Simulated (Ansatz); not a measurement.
# Sn3H: a trial structure relaxed

Where does this trial cell of Sn3H go when cell and atoms are let free?

Computed with Ansatz 0.2.0 (DFT PBE, scalar-relativistic, plane waves, PAW, unless a step's input says otherwise).

**1. Starting point**

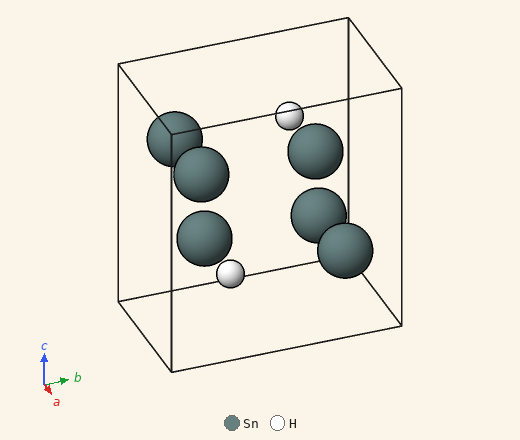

Start, viewed slightly off an axis; tin teal, hydrogen white.

Coordinates:

```
CELL_PARAMETERS angstrom
6.21570 0.00000 0.00000
-3.10785 5.38295 0.00000
0.00000 0.00000 5.04366
ATOMIC_POSITIONS crystal
Sn 0.16807 0.33615 0.25000
Sn 0.16807 0.83193 0.25000
Sn 0.66385 0.83193 0.25000
Sn 0.83193 0.66385 0.75000
Sn 0.83193 0.16807 0.75000
Sn 0.33615 0.16807 0.75000
H 0.33333 0.66667 0.75000
H 0.66667 0.33333 0.25000
```

The cell is invented: species swapped into a database cell of LiAg3 (P6_3/mmc, No. 194), with H on the Li sites and Sn on the Ag sites. Its size is a rough estimate.

**2. A first look at the guess**

The input, input.yaml:

```yaml
crystal:
  lattice:
    - [6.2157007, 0.0, 0.0]
    - [-3.10785035, 5.38295471, 0.0]
    - [0.0, 0.0, 5.04365511]
  atoms:
    - { symbol: Sn, position: [0.16807328, 0.33614656, 0.25] }
    - { symbol: Sn, position: [0.16807328, 0.83192672, 0.25] }
    - { symbol: Sn, position: [0.66385344, 0.83192672, 0.25] }
    - { symbol: Sn, position: [0.83192672, 0.66385344, 0.75] }
    - { symbol: Sn, position: [0.83192672, 0.16807328, 0.75] }
    - { symbol: Sn, position: [0.33614656, 0.16807328, 0.75] }
    - { symbol: H, position: [0.33333333, 0.66666667, 0.75] }
    - { symbol: H, position: [0.66666667, 0.33333333, 0.25] }
basis:
  ecutwfc: 420
kpoints:
  mp_grid: { grid: [3, 3, 4] }
hamiltonian:
  xc: pbe
scf:
  occupations: { method: gaussian, width: 0.1 }
  lower_state_search: "off"
output:
  forces: true
  stress: true
  eigenvalues: true
```

Command:

```bash
$ ansatz run input.yaml --threads 1 --pin off --max-ram 2560MiB --backend cpu --events-out ev --progress --plain --runs-dir out
```

Output, shortened:

```text
Warning: RAYON_NUM_THREADS=1 ignored (pool sized by the plan → 1); use --threads N
[...]
Pseudopotentials: kind: paw
Pseudopotential: Sn, paw, valence charge 14, recommended cutoff 420 eV (normal), Sn.paw.azcp
Pseudopotential: H, paw, valence charge 1, recommended cutoff 420 eV (normal), H.paw.azcp
Functional definition: PBE
[...]
Crystal: 8 atoms, lattice volume = 168.755 Å³
Basis set: ecut = 420 eV, 3347 PW (Γ), exchange–correlation on 90×90×72 points (8 copies of the dense FFT grid, shifted against one another)
Bands: 52, of which v1, the nominal top of the filled ones, is band 43 counted from 1 (42 counted from 0)
Symmetry: 24 space group operations
Space group: P63/mmc (ITA 194), of the structure as read, at distance tolerance 5.5e-5 Å
k-points: 9 of 36
[...]
SCF iter   1: F=—  HF=-36173.161329 eV  |F-HF|=—  |Δ(HF+E_count)|=         —  Δρ=2.68e-3  dr2=3.25e-2  ethr=1.77e-3  ⟨swp⟩=8.1  Hψ=1910  notcnv=0  defer=2
[...]
SCF iter   6: F=-36173.149032 eV  HF=-36173.149032 eV  |F-HF|=3.23e-8  |Δ(HF+E_count)|=   2.81e-7  Δρ=6.81e-6  dr2=7.32e-8  ethr=1.16e-10  ⟨swp⟩=10.7  Hψ=2309  notcnv=0
[...]
SCF converged after 6 iterations
Free energy (F): -36173.149032 eV
[...]
E sigma→0 (E₀):  -36173.144974 eV
Entropy (-TS):   -0.008116 eV (-1.015 meV/atom)
Fermi energy:    10.429157 eV
[...]
--- Forces (eV/Å), atoms counted from 1 ---
  atom   1  Sn    -0.00000000     0.27264250     0.00000000
  atom   2  Sn     0.23611533    -0.13632125     0.00000000
  atom   3  Sn    -0.23611533    -0.13632125     0.00000000
  atom   4  Sn     0.00000000    -0.27264250     0.00000000
  atom   5  Sn    -0.23611533     0.13632125     0.00000000
  atom   6  Sn     0.23611533     0.13632125     0.00000000
  atom   7  H      0.00000000     0.00000000     0.00000000
  atom   8  H     -0.00000000    -0.00000000     0.00000000
[...]
--- Stress (GPa, compression-positive) ---
        2.147953       0.000000       0.000000
        0.000000       2.147953       0.000000
        0.000000       0.000000       9.572442
  P = ⅓ Tr σ = 4.6228 GPa (46.228 kbar)
--- Band table (eV; the first three rows and the last of 9) ---
[...]
```

Wall time 3.3 s (1 thread of Arm Neoverse V2, shared host); peak memory 0.4 GiB.

From the probe: pressure 4.6 GPa, largest force 0.27 eV/Å, gap on this mesh none (metal). A guess like this is first relaxed loosely on the coarse mesh.

**3. A loose first relaxation**

input.yaml: that of step 2 with these lines changed.

```diff
@@ -27 +27,6 @@
   eigenvalues: true
+relax:
+  adjacent_minimum: "off"
+  f_tol: 0.04
+  max_steps: 70
+  cell: { stress_tol: 0.4 }
```

Command:

```bash
$ ansatz run input.yaml --threads 1 --pin off --max-ram 2560MiB --backend cpu --events-out ev --progress --plain --runs-dir out
```

Output:

```text
Warning: RAYON_NUM_THREADS=1 ignored (pool sized by the plan → 1); use --threads N
Engine: ansatz 0.2.0, aarch64-unknown-linux-gnu
[... 4 set-up lines as earlier in the session ...]
  parameter kappa = 0.804
  parameter beta = 0.06672455060314922
  exchange = pbe_x(kappa = kappa, mu = beta*pi^2/3)
  correlation = pbe_c(beta = beta)
Crystal: 8 atoms, lattice volume = 168.755 Å³
Basis set: ecut = 420 eV, 3347 PW (Γ), exchange–correlation on 90×90×72 points (8 copies of the dense FFT grid, shifted against one another)
Bands: 52, of which v1, the nominal top of the filled ones, is band 43 counted from 1 (42 counted from 0)
[... 2 set-up lines as earlier in the session ...]
k-points: 9 of 36
Non-local potential: Sn, projectors of the file, l = 0: 2, l = 1: 2, l = 2: 2, l = 3: 2
Non-local potential: H, projectors of the file, l = 0: 2, l = 1: 1
PAW form: soft (Blöchl's): semilocal exchange-correlation on the pseudo side does not see the compensation charge
PAW one-centre angular grid: Sn, 590 points (default); XC on 64 Gauss nodes
PAW one-centre angular grid: H, 110 points (default); XC on 64 Gauss nodes
Initial density: superposition of atomic densities (neutral atoms: chi_scale 0, normalization atom), corrected by the library's trained network
Initial wavefunctions: pseudopotential atomic-orbital guess
Functional: x = pbe(κ = 0.804, μ = 0.2195149727645171), c = pbe(β = 0.06672455060314922)
SCF iter   1: F=—  HF=-36173.161330 eV  |F-HF|=—  |Δ(HF+E_count)|=         —  Δρ=2.68e-3  dr2=3.25e-2  ethr=1.77e-3  ⟨swp⟩=8.1  Hψ=1910  notcnv=0  defer=2
preconditioner: auto → Resta (q_TF=auto, 2.438 Å⁻¹)  ε∞=3.0  [insulator: Δε(μ)=0.291 eV  Ē_g=18.957 eV  σ=0.100 eV  W_gap=0.91  n_scr=44 (ndim 8)  ℏωp=26.5 eV  f_vac=0.000  D(μ)=1.58/eV (n_scr^D=8)  ε∞_Penn≈3.0]
SCF iter   2: F=—  HF=-36173.149670 eV  |F-HF|=—  |Δ(HF+E_count)|=   1.17e-2  Δρ=1.43e-3  dr2=4.12e-3  ethr=3.78e-5  ⟨swp⟩=2.2  Hψ=915  notcnv=0  defer=4
SCF iter   3: F=—  HF=-36173.149026 eV  |F-HF|=—  |Δ(HF+E_count)|=   6.44e-4  Δρ=4.90e-4  dr2=4.02e-4  ethr=4.80e-6  ⟨swp⟩=3.0  Hψ=854  notcnv=0  defer=4
SCF iter   4: F=—  HF=-36173.149011 eV  |F-HF|=—  |Δ(HF+E_count)|=   1.53e-5  Δρ=1.32e-4  dr2=2.91e-5  ethr=4.67e-7  ⟨swp⟩=2.2  Hψ=573  notcnv=0  defer=4
SCF iter   5: F=—  HF=-36173.149032 eV  |F-HF|=—  |Δ(HF+E_count)|=   2.10e-5  Δρ=2.62e-5  dr2=1.22e-6  ethr=3.39e-8  ⟨swp⟩=2.1  Hψ=589  notcnv=0  defer=4
SCF iter   6: F=-36173.149032 eV  HF=-36173.149032 eV  |F-HF|=3.22e-8  |Δ(HF+E_count)|=   2.81e-7  Δρ=6.80e-6  dr2=7.31e-8  ethr=1.16e-10  ⟨swp⟩=10.6  Hψ=2318  notcnv=0
SCF 1 converged in 6 iterations: F = -36173.149032 eV  dr2 = 7.31e-8
relax step   1: F+E_penalty+E_count = -36173.14903200 eV  Δ(F+E_penalty+E_count) = +0.000e0 eV  max|allowed force component| = 2.726e-1 eV/Å  Δτ_max = 0.0000 Å  P = +4.623 GPa  Ω = 168.755 Å³  (6 SCF iters, dr2 threshold 1.00e-7 eV, accepted)
Crystal: 8 atoms, lattice volume = 180.055 Å³
Basis set: ecut = 420 eV, 3509 PW (Γ), exchange–correlation on 90×90×72 points (8 copies of the dense FFT grid, shifted against one another)
Initial density: handed on by an earlier stage of this run
Initial wavefunctions: those handed on with the density
iter 1 solved again at ethr=3.58e-5 eV; its pass at ethr=3.10e-3 eV (dr2=3.08e-2 eV) is discarded
SCF iter   1: F=—  HF=-36173.424911 eV  |F-HF|=—  |Δ(HF+E_count)|=         —  Δρ=3.33e-3  dr2=3.12e-2  ethr=3.58e-5  ⟨swp⟩=1.6  Hψ=2659  notcnv=0
preconditioner: auto → Resta (q_TF=auto, 2.412 Å⁻¹)  ε∞=2.9  [insulator: Δε(μ)=0.229 eV  Ē_g=18.750 eV  σ=0.100 eV  W_gap=0.70  n_scr=46 (ndim 8)  ℏωp=25.7 eV  f_vac=0.000  D(μ)=1.41/eV (n_scr^D=8)  ε∞_Penn≈2.9]
SCF iter   2: F=—  HF=-36173.417912 eV  |F-HF|=—  |Δ(HF+E_count)|=   7.00e-3  Δρ=9.76e-4  dr2=2.06e-3  ethr=3.58e-5  ⟨swp⟩=2.1  Hψ=560  notcnv=0
SCF iter   3: F=—  HF=-36173.417853 eV  |F-HF|=—  |Δ(HF+E_count)|=   5.85e-5  Δρ=4.66e-4  dr2=3.54e-4  ethr=2.40e-6  ⟨swp⟩=2.0  Hψ=534  notcnv=0
SCF iter   4: F=—  HF=-36173.417936 eV  |F-HF|=—  |Δ(HF+E_count)|=   8.25e-5  Δρ=9.85e-5  dr2=3.03e-5  ethr=4.11e-7  ⟨swp⟩=2.1  Hψ=626  notcnv=0
SCF iter   5: F=—  HF=-36173.417934 eV  |F-HF|=—  |Δ(HF+E_count)|=   1.99e-6  Δρ=2.26e-5  dr2=9.37e-7  ethr=3.52e-8  ⟨swp⟩=3.0  Hψ=881  notcnv=0
SCF iter   6: F=-36173.417934 eV  HF=-36173.417934 eV  |F-HF|=2.46e-8  |Δ(HF+E_count)|=   4.41e-7  Δρ=7.49e-6  dr2=8.74e-8  ethr=9.30e-10  ⟨swp⟩=7.3  Hψ=1844  notcnv=0
SCF 2 converged in 6 iterations: F = -36173.417934 eV  dr2 = 8.74e-8
relax step   2: F+E_penalty+E_count = -36173.41793439 eV  Δ(F+E_penalty+E_count) = -2.689e-1 eV  max|allowed force component| = 2.555e-1 eV/Å  Δτ_max = 0.0249 Å  P = +0.486 GPa  Ω = 180.055 Å³  energy of the carried Pulay correction = -3.903e-3 eV  (6 SCF iters, dr2 threshold 8.00e-7 eV, accepted)
Crystal: 8 atoms, lattice volume = 181.339 Å³
Basis set: ecut = 420 eV, 3545 PW (Γ), exchange–correlation on 90×90×72 points (8 copies of the dense FFT grid, shifted against one another)
iter 1 solved again at ethr=1.03e-6 eV; its pass at ethr=3.10e-3 eV (dr2=8.90e-4 eV) is discarded
SCF iter   1: F=—  HF=-36173.441883 eV  |F-HF|=—  |Δ(HF+E_count)|=         —  Δρ=6.95e-4  dr2=8.51e-4  ethr=1.03e-6  ⟨swp⟩=2.1  Hψ=2522  notcnv=0
preconditioner: auto → Resta (q_TF=auto, 2.409 Å⁻¹)  ε∞=2.9  [insulator: Δε(μ)=0.225 eV  Ē_g=18.714 eV  σ=0.100 eV  W_gap=0.55  n_scr=46 (ndim 8)  ℏωp=25.6 eV  f_vac=0.000  D(μ)=0.92/eV (n_scr^D=0)  ε∞_Penn≈2.9]
SCF iter   2: F=—  HF=-36173.441790 eV  |F-HF|=—  |Δ(HF+E_count)|=   9.22e-5  Δρ=3.27e-4  dr2=1.10e-4  ethr=9.89e-7  ⟨swp⟩=2.0  Hψ=499  notcnv=0
SCF iter   3: F=—  HF=-36173.441860 eV  |F-HF|=—  |Δ(HF+E_count)|=   6.95e-5  Δρ=1.42e-4  dr2=2.32e-5  ethr=1.28e-7  ⟨swp⟩=1.0  Hψ=468  notcnv=0
SCF iter   4: F=-36173.441868 eV  HF=-36173.441868 eV  |F-HF|=3.71e-10  |Δ(HF+E_count)|=   7.56e-6  Δρ=1.02e-5  dr2=1.37e-7  ethr=9.30e-10  ⟨swp⟩=6.3  Hψ=2259  notcnv=0
SCF 3 converged in 4 iterations: F = -36173.441868 eV  dr2 = 1.37e-7
relax step   3: F+E_penalty+E_count = -36173.44186756 eV  Δ(F+E_penalty+E_count) = -2.393e-2 eV  max|allowed force component| = 8.285e-2 eV/Å  Δτ_max = 0.0176 Å  P = +0.195 GPa  Ω = 181.339 Å³  energy of the carried Pulay correction = -4.331e-3 eV  (4 SCF iters, dr2 threshold 8.00e-7 eV, accepted)
Crystal: 8 atoms, lattice volume = 182.139 Å³
iter 1 solved again at ethr=2.84e-7 eV; its pass at ethr=3.10e-3 eV (dr2=2.44e-4 eV) is discarded
SCF iter   1: F=—  HF=-36173.444601 eV  |F-HF|=—  |Δ(HF+E_count)|=         —  Δρ=3.53e-4  dr2=2.08e-4  ethr=2.84e-7  ⟨swp⟩=4.0  Hψ=2621  notcnv=0
preconditioner: auto → Resta (q_TF=auto, 2.408 Å⁻¹)  ε∞=2.9  [insulator: Δε(μ)=0.240 eV  Ē_g=18.704 eV  σ=0.100 eV  W_gap=0.55  n_scr=46 (ndim 8)  ℏωp=25.5 eV  f_vac=0.000  D(μ)=0.88/eV (n_scr^D=0)  ε∞_Penn≈2.9]
SCF iter   2: F=—  HF=-36173.444583 eV  |F-HF|=—  |Δ(HF+E_count)|=   1.81e-5  Δρ=1.63e-4  dr2=2.71e-5  ethr=2.42e-7  ⟨swp⟩=2.0  Hψ=497  notcnv=0
SCF iter   3: F=—  HF=-36173.444589 eV  |F-HF|=—  |Δ(HF+E_count)|=   5.90e-6  Δρ=6.98e-5  dr2=5.64e-6  ethr=3.15e-8  ⟨swp⟩=1.0  Hψ=468  notcnv=0
SCF iter   4: F=-36173.444590 eV  HF=-36173.444590 eV  |F-HF|=1.11e-8  |Δ(HF+E_count)|=   1.83e-6  Δρ=6.11e-6  dr2=5.24e-8  ethr=4.99e-10  ⟨swp⟩=6.2  Hψ=2198  notcnv=0
SCF 4 converged in 4 iterations: F = -36173.444590 eV  dr2 = 5.24e-8
relax step   4: F+E_penalty+E_count = -36173.44459039 eV  Δ(F+E_penalty+E_count) = -2.723e-3 eV  max|allowed force component| = 3.311e-3 eV/Å  Δτ_max = 0.0086 Å  P = +0.036 GPa  Ω = 182.139 Å³  energy of the carried Pulay correction = -4.596e-3 eV  (4 SCF iters, dr2 threshold 4.29e-7 eV, accepted)
Initial wavefunctions: pseudopotential atomic-orbital guess (no wavefunctions were taken with the density)
iter 1 solved again at ethr=3.74e-7 eV; its pass at ethr=3.10e-3 eV (dr2=3.22e-4 eV) is discarded
SCF iter   1: F=—  HF=-36173.449550 eV  |F-HF|=—  |Δ(HF+E_count)|=         —  Δρ=1.55e-4  dr2=4.74e-6  ethr=3.74e-7  ⟨swp⟩=3.0  Hψ=2898  notcnv=0
preconditioner: auto → Resta (q_TF=auto, 2.408 Å⁻¹)  ε∞=2.9  [insulator: Δε(μ)=0.238 eV  Ē_g=18.702 eV  σ=0.100 eV  W_gap=0.54  n_scr=46 (ndim 8)  ℏωp=25.5 eV  f_vac=0.000  D(μ)=0.86/eV (n_scr^D=0)  ε∞_Penn≈2.9]
SCF iter   2: F=—  HF=-36173.449692 eV  |F-HF|=—  |Δ(HF+E_count)|=   1.42e-4  Δρ=7.67e-5  dr2=9.16e-7  ethr=5.51e-9  ⟨swp⟩=2.0  Hψ=857  notcnv=0
SCF iter   3: F=—  HF=-36173.449737 eV  |F-HF|=—  |Δ(HF+E_count)|=   4.47e-5  Δρ=2.06e-5  dr2=9.40e-8  ethr=1.06e-9  ⟨swp⟩=2.0  Hψ=592  notcnv=0
SCF iter   4: F=-36173.449740 eV  HF=-36173.449740 eV  |F-HF|=2.60e-9  |Δ(HF+E_count)|=   2.76e-6  Δρ=1.13e-6  dr2=2.22e-9  ethr=5.95e-12  ⟨swp⟩=5.9  Hψ=2118  notcnv=0
SCF 5 converged in 4 iterations: F = -36173.449740 eV  dr2 = 2.22e-9
relax step   5: F+E_penalty+E_count = -36173.44973991 eV  Δ(F+E_penalty+E_count) = -5.150e-3 eV  max|allowed force component| = 2.875e-3 eV/Å  Δτ_max = 0.0000 Å  P = +0.039 GPa  Ω = 182.139 Å³  stress off target by 4.96e-2 GPa  SCF on the basis re-selected at this cell (its energy is not comparable with the rows above)  (4 SCF iters)
basis re-selected at this cell: Δ(F+E_penalty+E_count) = -5.150e-3 eV, ΔP = +0.003 GPa vs the last step (what re-selecting the basis moved, of the pressure what is left beyond the Pulay correction that the steps carried, after the strain that the cell walked since its last selection, with what the two solves' SCF thresholds leave and, on support functions, any second-order correction that the steps lacked; it is no measure of the basis error at this ecutwfc). This SCF's stress stands 4.96e-2 GPa from its target on what of the cell is left free (relax.cell.stress_tol is 4.00e-1 GPa) and its largest allowed force component is 2.88e-3 eV/Å (relax.f_tol is 4.00e-2 eV/Å): within both
SCF converged after 4 iterations
Free energy (F): -36173.449740 eV
Harris-Foulkes:  -36173.449740 eV  (|F-HF|=2.60e-9)
Internal energy: -36173.445438 eV  (E = F + TS)
E sigma→0 (E₀):  -36173.447589 eV
Entropy (-TS):   -0.004302 eV (-0.538 meV/atom)
Fermi energy:    9.357100 eV
--- Per-component energies (eV) ---
  E_band       = -603.079930
  E_kinetic    = 1138.095333
  E_local      = -5770.939309  (includes V_loc(G=0)·N_el)
  E_nonlocal   = -193.255758
  E_hartree    = 3470.660418
  E_xc         = -2311.977308
  E_vxc        = -596.979561  (∫ρ·V_xc dr)
  E_paw        = -24811.745167  (= ΣΔE_a)
  E_vpaw       = -2121.317690  (= ΣTr[D̂ρ^β])
  E_aug_tail   = -0.001869  (compensation charges beyond the density's cutoff)
  E_ewald      = -7694.281778
  E_smearing   = -0.004302  (= −TS)
  E_closure    = 0.000000  (closes the sum)
  Σ components = -36173.449740   (vs F -36173.449740, Δ=0.00e0)
--- Forces (eV/Å), atoms counted from 1 ---
  atom   1  Sn     0.00000000     0.00287507     0.00000000
  atom   2  Sn     0.00248988    -0.00143754     0.00000000
  atom   3  Sn    -0.00248988    -0.00143754     0.00000000
  atom   4  Sn     0.00000000    -0.00287507     0.00000000
  atom   5  Sn    -0.00248988     0.00143754     0.00000000
  atom   6  Sn     0.00248988     0.00143754     0.00000000
  atom   7  H      0.00000000    -0.00000000     0.00000000
  atom   8  H      0.00000000     0.00000000     0.00000000
  max |Σ_I F_I| component: 9.79e-18 eV/Å
--- Stress (GPa, compression-positive) ---
        0.049600       0.000000       0.000000
        0.000000       0.049600      -0.000000
        0.000000      -0.000000       0.018191
  P = ⅓ Tr σ = 0.0391 GPa (0.391 kbar)
--- Band table (eV; the first three rows and the last of 9) ---
  k-point 0: bands = ["-12.3944", "-12.3700", "-12.3700", "-12.3276", "-12.3136", "-12.3136", "-12.3129", "-12.2555", "-12.2555", "-12.2505", "-12.2283", "-12.2163", "-12.2163", "-12.1980", "-12.1706", "-12.1498", "-12.1498", "-12.1459", "-12.1459", "-12.1044", "-12.1044", "-12.0971", "-12.0971", "-12.0867", "-12.0867", "-12.0498", "-12.0260", "-12.0257", "-12.0257", "-12.0110", "-1.6270", "2.3286", "2.7561", "2.7561", "4.3994", "4.3994", "4.4668", "5.2758", "5.9298", "8.3958", "8.5017", "8.5017", "8.8319", "9.1117", "9.1117", "9.3489", "9.3489", "11.8307", "11.8307", "12.5237", "13.2112", "13.2393"]
  k-point 1: bands = ["-12.3844", "-12.3633", "-12.3633", "-12.3373", "-12.3243", "-12.3243", "-12.3108", "-12.2607", "-12.2607", "-12.2382", "-12.2295", "-12.2295", "-12.2224", "-12.2046", "-12.1553", "-12.1457", "-12.1457", "-12.1423", "-12.1423", "-12.1048", "-12.1048", "-12.1016", "-12.1016", "-12.0824", "-12.0734", "-12.0734", "-12.0212", "-12.0186", "-12.0186", "-12.0125", "-1.2962", "1.1879", "3.0624", "3.0624", "4.4641", "4.4641", "4.7334", "5.3073", "6.7503", "6.7503", "7.5726", "7.9289", "8.0474", "8.0474", "8.0496", "11.7049", "11.7049", "13.0606", "13.3798", "13.3798", "13.6379", "14.5368"]
  k-point 2: bands = ["-12.3607", "-12.3607", "-12.3460", "-12.3460", "-12.3460", "-12.3460", "-12.2866", "-12.2866", "-12.2521", "-12.2521", "-12.2521", "-12.2521", "-12.1674", "-12.1674", "-12.1535", "-12.1535", "-12.1434", "-12.1434", "-12.1434", "-12.1434", "-12.1076", "-12.1076", "-12.1076", "-12.1076", "-12.0323", "-12.0323", "-12.0323", "-12.0323", "-12.0162", "-12.0162", "-0.3193", "-0.3193", "3.8864", "3.8864", "3.8864", "3.8864", "5.3005", "5.3005", "6.6554", "6.6554", "6.6554", "6.6554", "7.1686", "7.1686", "11.0641", "11.0641", "14.3394", "14.3394", "14.3394", "14.3394", "14.7755", "14.7755"]
  k-point 8: bands = ["-12.3059", "-12.3059", "-12.3023", "-12.3023", "-12.2584", "-12.2584", "-12.2514", "-12.2514", "-12.2332", "-12.2332", "-12.2128", "-12.2128", "-12.1829", "-12.1829", "-12.1734", "-12.1734", "-12.1636", "-12.1636", "-12.1469", "-12.1469", "-12.1417", "-12.1417", "-12.1349", "-12.1349", "-12.1116", "-12.1116", "-12.0819", "-12.0819", "-12.0531", "-12.0531", "0.8179", "0.8179", "1.2115", "1.2115", "2.7541", "2.7541", "6.6998", "6.6998", "7.4910", "7.4910", "8.4522", "8.4522", "10.8182", "10.8182", "11.7232", "11.7232", "11.8629", "11.8629", "12.2713", "12.2713", "12.4412", "12.4412"]
--- Relaxed structure (4 steps of the walk, 4 accepted, 1 SCFs on fresh bases) ---
  F+E_penalty+E_count = -36173.44973991 eV   max|allowed force component| = 2.875e-3 eV/Å   (the final SCF, on the basis selected at the relaxed cell)
  cell:  # Å, volume = 182.1392 Å³
    - [6.264284287152302, 1.0109242788862e-33, 0.0]
    - [-3.132142143576151, 5.425029329201586, 0.0]
    - [0.0, 0.0, 5.35956882192969]
  atoms:
    - { symbol: Sn, position: [0.1679582774622214, 0.3359165549244428, 0.25] }
    - { symbol: Sn, position: [0.16795827746222144, 0.8320417225377786, 0.25] }
    - { symbol: Sn, position: [0.6640834450755573, 0.8320417225377786, 0.25] }
    - { symbol: Sn, position: [0.8320417225377785, 0.6640834450755572, 0.7500000000000001] }
    - { symbol: Sn, position: [0.8320417225377787, 0.1679582774622214, 0.7500000000000001] }
    - { symbol: Sn, position: [0.33591655492444283, 0.1679582774622214, 0.7500000000000001] }
    - { symbol: H, position: [0.33333333333333337, 0.6666666666666667, 0.7500000000000001] }
    - { symbol: H, position: [0.6666666666666666, 0.33333333333333337, 0.25] }
```

It took 19 s on 1 thread of Arm Neoverse V2, shared host; peak memory 0.43 GiB.

Step by step:

```csv
step,energy from step 1 (eV/cell),largest force component (eV/Å),pressure (GPa),volume (Å³)
1,0.0000,0.2726,4.62,168.75
2,-0.2689,0.2555,0.49,180.06
3,-0.2928,0.0829,0.20,181.34
4,-0.2956,0.0033,0.04,182.14
5,-0.3007,0.0029,0.04,182.14
```

Step 1 is the start. Step 5 repeats the geometry before it on a plane-wave basis chosen anew for that cell, so its energy need not be comparable with the rows above.

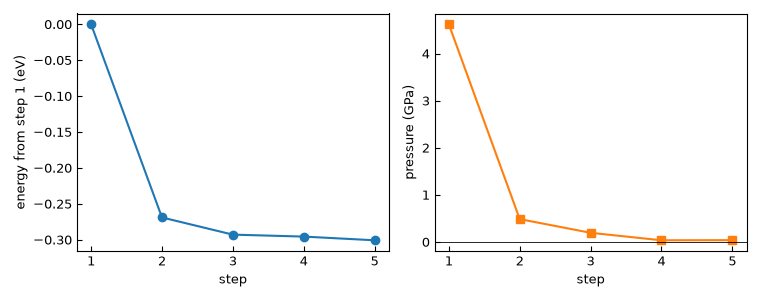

Energy and pressure along the relaxation.

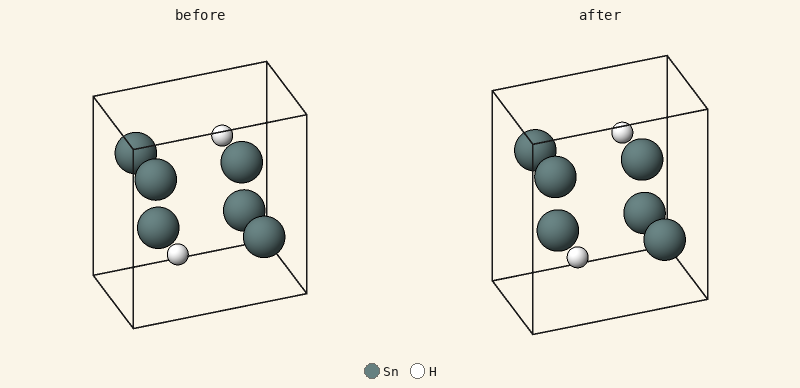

Before and after, at one scale.

|  | before | after | change |
| --- | --- | --- | --- |
| a (Å) | 6.216 | 6.264 | +0.8 % |
| b (Å) | 6.216 | 6.264 | +0.8 % |
| c (Å) | 5.044 | 5.360 | +6.3 % |
| volume (Å³/atom) | 21.09 | 22.77 | +7.9 % |
| shortest distance (Å) | 3.082 | 3.108 | +0.9 % |
| space group (0.01 Å) | P6_3/mmc | P6_3/mmc | same |

Forces and stress were held to the start's 24 operations: a distortion of lower symmetry was not tested.

(Part 1 of 2 ends here.)
